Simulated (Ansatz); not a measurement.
## Run report: AlN, geometry relaxation (part 3 of 3)

AlN (slab, 8 atoms in the cell); DFT LDA, scalar-relativistic, plane waves, PAW, PAW set soft_1, no spin polarisation (Ansatz 0.2.0); cutoff 420 eV, 9×6×1 k-mesh, Gaussian smearing of 0.05 eV. The structure derives from an entry of the Crystallography Open Database. The input holds or restrains some coordinates. Forces given for the steps count only the free coordinates.

Geometry of the input (Å; fractional positions):
```
3.0887  0.0000  0.0000
0.0000  4.9430  0.0000
0.0000  0.0000  17.5665
Al 0.0000  0.9985  0.3985
N  0.0000  0.6165  0.3985
Al 0.5000  0.4985  0.4492
N  0.5000  0.1165  0.4492
Al 0.5000  0.9985  0.5508
N  0.5000  0.6165  0.5508
Al 0.0000  0.4985  0.6015
N  0.0000  0.1165  0.6015
```

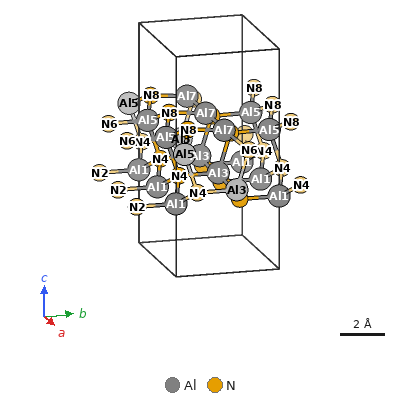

*The geometry at step 6 of the log (ball-and-stick view of the 2 × 1 repeat of the cell, with the vacuum cut short, seen slightly off an axis; neighbours outside the cell are drawn fainter; atoms are numbered from 1 in the order of the input).*

Summary

| quantity | value |
| --- | --- |
| outcome | converged under the restraints of the input |
| electrons treated | 32 |
| free energy | −3554.3585 eV |
| work function, top face | 4.73 eV |
| work function, bottom face | 4.46 eV |
| Fermi energy | −0.654 eV |
| gap on the k-point mesh | 1.50 eV |
| final volume | 268.19 Å³ |
| work function (upper face) | 4.73 eV |
| largest force (length of the vector) at the end, held atoms and coordinates included | 2.795 eV/Å |
| wall time | 59 s (CPU time 1.9 min) |
| peak memory | 0.52 GiB |

Remarks

Warnings of the run: the PAW datasets were made with another functional; the exchange-correlation potential is rough where the density is thin.
